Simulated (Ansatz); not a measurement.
## Run report: SiC, single-point calculation

SiC (I-4m2, 2 atoms in the cell), computed with DFT PBEsol, scalar-relativistic, plane waves, PAW, no spin polarisation (Ansatz 0.2.0).

The structure derives from an entry of the Crystallography Open Database. It belongs to a series of runs on one base structure; here: band edges of the strained film's bulk. Figures and captions count atoms from 1; the log counts them from 0 in places.

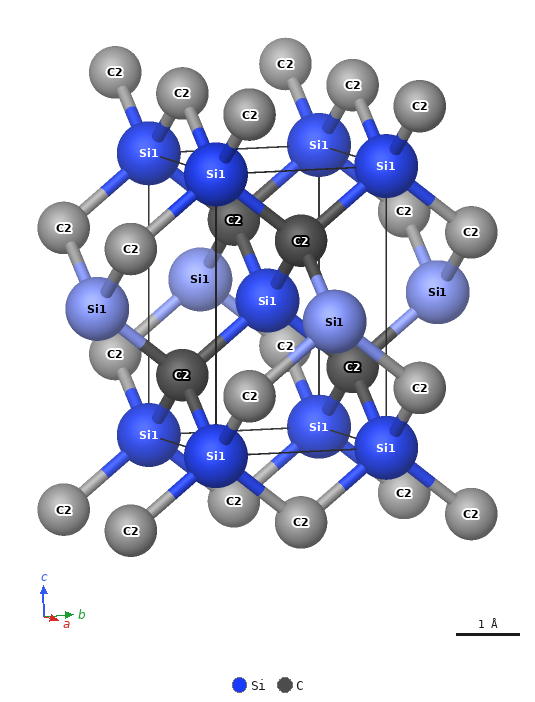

*The input geometry (ball-and-stick view of the cell 2 times as large as that of the calculation, set on its symmetry axes, seen slightly off an axis; neighbours outside the cell are drawn fainter; atoms are numbered from 1 in the order of the input). An atom can appear more than once, as a periodic image.*

Input file:
```yaml
crystal:
  lattice:
    - [2.9105323064, 0.0, -9.992e-07]
    - [0.0, 2.9105323064, -9.992e-07]
    - [-1.4552669538, -1.4552669538, 2.2578162148]
  atoms:
    - { symbol: Si, position: [7.04e-08, -7.04e-08, 0.0] }
    - { symbol: C, position: [0.2499999296, 0.7500000704, 0.5] }
basis:
  ecutwfc: 420
kpoints:
  mp_grid: { grid: [12, 12, 15] }
  band_path: { path: [VBM, CBM], npoints: 2 }
hamiltonian:
  xc: pbesol
scf:
  occupations: { method: gaussian, width: 0.1 }
output:
  forces: true
  stress: true
  eigenvalues: true
```

Hardware: 4 threads of AMD EPYC (Zen 3), 32 GiB of memory available, shared host.

Run as:
```bash
ansatz run input.yaml --threads 4 --pin off --max-ram 10240MiB --backend cpu --events-out ev --progress --plain --runs-dir out
```

Log:
```
Warning: the atoms were moved onto the symmetric positions of the space group found under crystal.symmetry.tolerance 1.0e-5 (fractional; no operation is sought that the atoms, as they stand in a round, miss by more than twice it, and no atom is moved by as much as it), and the run uses the moved positions. Before a round's move an operation carried an atom to 5.80e-7 Å from where it should land, the largest such distance. Atom 0 (counting from 0) moved farthest, by 2.90e-7 Å; the longest move in fractions of the cell, of whichever atom, is 1.0e-2 of the tolerance, in 1 round. To run the atoms as typed, lower crystal.symmetry.tolerance until the operations that they miss are no longer found, or set crystal.symmetry.detect: false (a key that needs symmetry detection or time reversal refuses this as the deck is read). The positions used, in the order of the run's atom list: position: [-1.0597626249792577e-17, 5.176239516494711e-17, 0.0]; position: [0.25, 0.75, 0.5]; The lattice was moved too: crystal.lattice misses the space group found at crystal.symmetry.tolerance 1.0e-5 in a digit that the deck types, which is why this is a warning: making the lattice exact moves one of its numbers by a whole unit of that number's last typed decimal, or more. The operation that it misses by the most changes a squared length by the fraction 1.97e-6. The run uses the lattice that is a stretch of the typed one, with no rotation, onto the one that keeps every operation to a double's rounding (on a very oblique basis the stretch itself rounds by more); the deck's lattice vector that moved farthest moved by 1.51e-6 Å. To run the lattice as typed, set crystal.symmetry.tolerance under 1.39e-6, the least fraction by which an operation that the lattice misses changes a squared length (the same key also sets how far an atom may lie from its image, so lowering it can lose operations that the atoms keep only within it), or set crystal.symmetry.detect: false, as for the atoms. crystal.lattice made exact, in Å and degrees: [[2.9105323064001714, -4.633753286113414e-17, 1.6423664962701054e-8], [-4.633768694306174e-17, 2.9105323064001714, 1.64236649627019e-8], [-1.4552661659405732, -1.4552661659405732, 2.257815199176619]]. Pasted over the deck's crystal.lattice, beside positions in fractional coordinates, it runs the same cell (given as lengths and angles, that cell in the form's own orientation, a rigid turn of the misfit's size from the one run here, for which a checkpoint.post_process_only pass over this run's state can be refused: where this run relaxes nothing, give such a pass this deck's own crystal.lattice, as typed; behind a relaxation, as crystal.lattice, the state's own cell, identity.cell in its checkpoint.json), and a matrix so pasted ends this notice, except on a very skew basis of the lattice, where the rounding of the pasted numbers themselves can read as a misfit: the cell is then moved again, and that move is told again. The lattice as run is in this notice's lattice.as_run_ang field (Run.prep()["deck_notices"] in Python, the deck_notice line of an events file, deck_notices of ansatz run --dry-run=json, or deck_notices in record.json in the deck's checkpoint.write directory).
Warning: crystal.symmetry: narrowed to the stabiliser of the k-point mesh — unitary ops 8 → 2; excluded 6 operations that carry a point of the 12×12×15 mesh (shift [0, 0, 0]) off the mesh (the run samples exactly the mesh kpoints.mp_grid names, as under crystal.symmetry.detect: false, and its converged state has the mesh's symmetry, not the crystal's; ε∞, the Born charges and the force constants of a linear response (`dielectric:` by the response, `phonons.method: dfpt`) are averaged over those of the crystal's operations that the state keeps within a tolerance, where `mesh_tensors`, `unaveraged_element` or `gamma_mean_max_change_ev_ang2` stands beside them; a row that `dielectric.field_direction` solves alone is averaged likewise, with nothing beside; a Γ-centred mesh of equal divisions is mapped onto itself by every operation and keeps the whole group, as does a half-shifted one under kpoints.further_shifts: images)
Engine: ansatz 0.2.0, x86_64-unknown-linux-gnu
Pseudopotentials: kind: paw
Pseudopotential: Si, paw, valence charge 4, recommended cutoff 420 eV (normal), Si.paw.azcp
Pseudopotential: C, paw, valence charge 4, recommended cutoff 420 eV (normal), C.paw.azcp
Functional definition: PBEsol
  exchange = pbesol_x
  correlation = pbesol_c
Crystal: 2 atoms, lattice volume = 19.126 Å³
Basis set: ecut = 420 eV, 371 PW (Γ), exchange–correlation on 40×40×48 points (8 copies of the dense FFT grid, shifted against one another)
Bands: 8, of which v1, the nominal top of the filled ones, is band 4 counted from 1 (3 counted from 0)
Symmetry: 2 space group operations
k-points: 589 of 2160 (time reversal used)
Non-local potential: Si, projectors of the file, l = 0: 2, l = 1: 2, l = 2: 2
Non-local potential: C, projectors of the file, l = 0: 2, l = 1: 2, l = 2: 1
PAW form: soft (Blöchl's): semilocal exchange-correlation on the pseudo side does not see the compensation charge
PAW frozen core: Si, regenerated for the run's functional, and the local potential with it (the file was generated under x = pbe(κ = 0.804, μ = 0.2195149727645171), c = pbe(β = 0.06672455060314922))
PAW frozen core: C, regenerated for the run's functional, and the local potential with it (the file was generated under x = pbe(κ = 0.804, μ = 0.2195149727645171), c = pbe(β = 0.06672455060314922))
PAW one-centre angular grid: Si, 110 points (default); XC on 64 Gauss nodes
PAW one-centre angular grid: C, 110 points (default); XC on 64 Gauss nodes
Initial density: superposition of atomic densities (neutral atoms: chi_scale 0, normalization atom), corrected by the library's trained network
Initial wavefunctions: pseudopotential atomic-orbital guess
Functional: x = pbesol(κ = 0.804, μ = 0.12345679012345678), c = pbesol(β = 0.046)
SCF iter   1: F=—  HF=-868.519037 eV  |F-HF|=—  |Δ(HF+E_count)|=         —  Δρ=7.49e-3  dr2=1.18e-2  ethr=1.77e-3  ⟨swp⟩=5.5  Hψ=38514  notcnv=0
preconditioner: auto → none  [insulator: Δε(μ)=0.547 eV  Ē_g=14.623 eV  σ=0.100 eV  W_gap=1.00  n_scr=0 (ndim 8)  ℏωp=24.0 eV  f_vac=0.000  D(μ)=0.00/eV (n_scr^D=0)  ε∞_Penn≈3.7]
SCF iter   2: F=—  HF=-868.515669 eV  |F-HF|=—  |Δ(HF+E_count)|=   3.37e-3  Δρ=2.08e-3  dr2=5.58e-4  ethr=1.48e-4  ⟨swp⟩=1.5  Hψ=10194  notcnv=0
SCF iter   3: F=—  HF=-868.515513 eV  |F-HF|=—  |Δ(HF+E_count)|=   1.56e-4  Δρ=7.95e-4  dr2=6.29e-5  ethr=6.98e-6  ⟨swp⟩=2.6  Hψ=6925  notcnv=0
SCF iter   4: F=—  HF=-868.515507 eV  |F-HF|=—  |Δ(HF+E_count)|=   6.75e-6  Δρ=1.26e-4  dr2=1.26e-6  ethr=7.86e-7  ⟨swp⟩=2.0  Hψ=6999  notcnv=0
iter 5 did not close the SCF: its close was put off for the readings that it lacked (scf_convergence_deferred on its scf_iter line)
SCF iter   5: F=-868.515507 eV  HF=-868.515507 eV  |F-HF|=1.31e-10  |Δ(HF+E_count)|=   3.85e-7  Δρ=5.40e-6  dr2=4.01e-9  ethr=1.58e-8  ⟨swp⟩=2.0  Hψ=6455  notcnv=0
SCF iter   6: F=-868.515507 eV  HF=-868.515507 eV  |F-HF|=1.72e-11  |Δ(HF+E_count)|=   1.23e-9  Δρ=1.01e-6  dr2=1.10e-10  ethr=5.01e-11  ⟨swp⟩=1.6  Hψ=14519  notcnv=0
SCF 1 converged in 6 iterations: F = -868.515507 eV  dr2 = 1.10e-10
  greatest PAW one-centre occupation: 0.653 electrons in one spin orbital (limit 2), on the C atom at site 1 (counted from 0), in its partial waves of l = 0
```

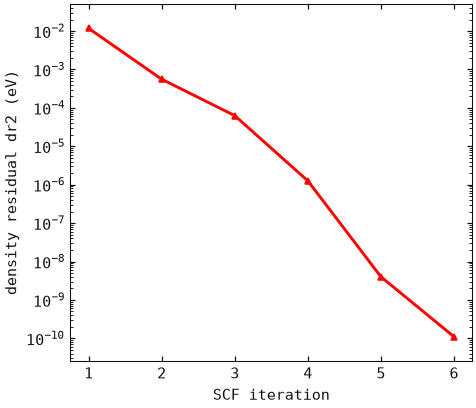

*Convergence of the self-consistent field: density residual dr2 against the SCF iteration.*

The residual falls at every step.

```
NSCF: frozen V_eff on 68 k-points
NSCF: frozen V_eff on 68 k-points
NSCF: frozen V_eff on 68 k-points
NSCF: frozen V_eff on 68 k-points
NSCF: frozen V_eff on 68 k-points
NSCF: frozen V_eff on 45 k-points
NSCF: frozen V_eff on 23 k-points
NSCF: frozen V_eff on 29 k-points
NSCF: frozen V_eff on 24 k-points
NSCF: frozen V_eff on 24 k-points
NSCF: frozen V_eff on 24 k-points
NSCF: frozen V_eff on 16 k-points
NSCF: frozen V_eff on 6 k-points
NSCF: frozen V_eff on 7 k-points
NSCF: frozen V_eff on 7 k-points
NSCF: frozen V_eff on 14 k-points
NSCF: frozen V_eff on 3 k-points
SCF converged after 6 iterations
Free energy (F): -868.515507 eV
Harris-Foulkes:  -868.515507 eV  (|F-HF|=1.72e-11)
Internal energy: -868.515507 eV  (E = F + TS)
E sigma→0 (E₀):  -868.515507 eV
Fermi energy:    11.079710 eV
--- Per-component energies (eV) ---
  E_band       = 34.806693
  E_kinetic    = 139.556740
  E_local      = -98.232918  (includes V_loc(G=0)·N_el)
  E_nonlocal   = 53.022161
  E_hartree    = 30.551508
  E_xc         = -106.025072
  E_vxc        = -110.945754  (∫ρ·V_xc dr)
  E_paw        = -594.709271  (= ΣΔE_a)
  E_vpaw       = -9.696522  (= ΣTr[D̂ρ^β])
  E_aug_tail   = 0.000016  (compensation charges beyond the density's cutoff)
  E_ewald      = -292.731332
  E_core_change = 0.052661  (= ΣΔE_core)
  E_smearing   = -0.000000  (= −TS)
  E_closure    = 0.000000  (closes the sum)
  Σ components = -868.515507   (vs F -868.515507, Δ=0.00e0)
--- Forces (eV/Å), atoms counted from 1 ---
  atom   1  Si     0.00000071    -0.00000071    -0.00000000
  atom   2  C     -0.00000102     0.00000102     0.00000000
  max |Σ_I F_I| component: 3.09e-7 eV/Å
--- Stress (GPa, compression-positive) ---
       28.944078       0.000014      -0.000083
        0.000014      28.944078      -0.000083
       -0.000083      -0.000083      -0.000323
  P = ⅓ Tr σ = 19.2959 GPa (192.959 kbar)
--- Band table (eV; the first three rows and the last of 589) ---
  k-point 0: bands = ["-5.6040", "9.9759", "10.7260", "10.7260", "17.4576", "18.2355", "18.2355", "18.3787"]
  k-point 1: bands = ["-5.4941", "9.6312", "10.5264", "10.5264", "17.6669", "18.1629", "18.5711", "18.5711"]
  k-point 2: bands = ["-5.1657", "8.7333", "10.0300", "10.0300", "16.9449", "18.6782", "19.4643", "19.4643"]
  k-point 588: bands = ["0.1479", "2.8008", "6.6270", "6.7959", "11.5134", "14.5292", "23.2667", "26.0165"]
```

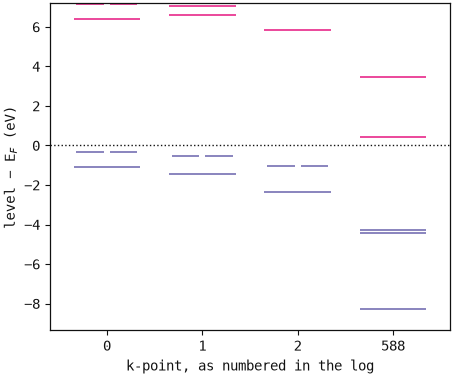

*Kohn–Sham levels near the Fermi level (dotted) at the few k-points that the log prints; levels within 0.02 eV of each other stand side by side.*

Among these points the highest filled and lowest empty levels are 0.79 eV apart; the gap on the full mesh, 0.64 eV, has an edge at a point that isn't printed.

Key numbers:

```json
{"quantity": "outcome", "value": "converged"}
{"quantity": "space group (tolerance 0.01 Å)", "value": "I-4m2 (119)"}
{"quantity": "electrons treated", "value": "8"}
{"quantity": "free energy", "value": "−868.5155 eV"}
{"quantity": "Fermi energy", "value": "11.080 eV"}
{"quantity": "gap on the k-point mesh", "value": "0.64 eV"}
{"quantity": "gap on the band path", "value": "0.62 eV"}
{"quantity": "pressure", "value": "19.30 GPa"}
{"quantity": "largest force (length of the vector)", "value": "under 0.001 eV/Å"}
{"quantity": "wall time", "value": "3.1 s (CPU time 11 s)"}
{"quantity": "peak memory", "value": "0.5 GiB"}
```

The program warns: the structure was made exactly symmetric; the k-point mesh lowers the symmetry that the run can use.
